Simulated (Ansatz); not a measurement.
Consider this structure.

```
CELL_PARAMETERS angstrom
6.86541 0.00000 0.00000
0.00000 6.86541 0.00000
0.00000 0.00000 4.26376
ATOMIC_POSITIONS crystal
Ta 0.60561 0.21706 0.50000
Ta 0.28294 0.10561 0.00000
Ta 0.71706 0.89439 0.00000
Ta 0.39439 0.78294 0.50000
N 0.50000 0.50000 0.50000
N 0.30852 0.09170 0.50000
N 0.40830 0.80852 0.00000
N 0.59170 0.19148 0.00000
N 0.69148 0.90830 0.50000
Ta 0.10561 0.71706 0.00000
Ta 0.78294 0.60561 0.50000
Ta 0.21706 0.39439 0.50000
Ta 0.89439 0.28294 0.00000
N 0.00000 0.00000 0.00000
N 0.80852 0.59170 0.00000
N 0.90830 0.30852 0.50000
N 0.09170 0.69148 0.50000
N 0.19148 0.40830 0.00000
```

**What crystal do these data define?**

The compound is Ta4N5. The symmetry is that of I4/m (No. 87), on a body-centred tetragonal lattice. Atoms per cell: 18 (8 Ta, 10 N). The numbers of neighbours within bonding distance are Ta 10 and N 4 to 5 (mean 4.8). Not all metal-metal contacts are counted.

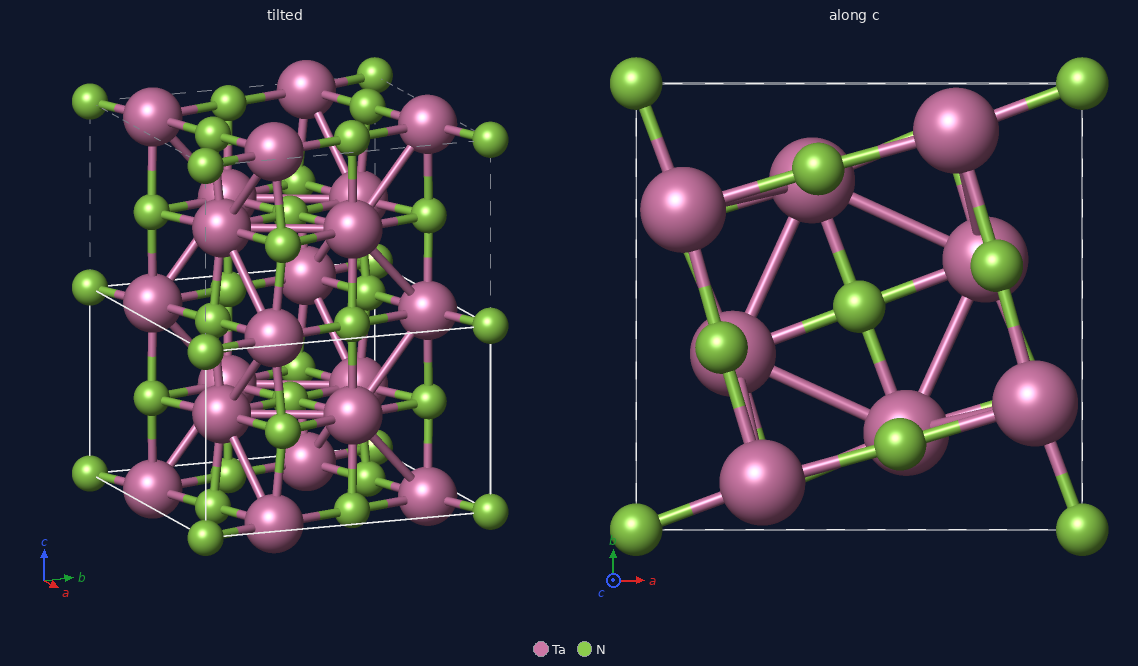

Ball-and-stick drawing of the structure, looking slightly off an axis and along the c axis. The conventional unit cell (solid box) is repeated to 1×1×2 cells. Colours: tantalum pink, nitrogen green.

Its origin is a structure listed in the Materials Project. Earlier steps of the study, as a rule a relaxation of our own, may have changed the cell and positions, so they can lie some per cent off the listed ones. It was the input of a calculation with Ansatz.
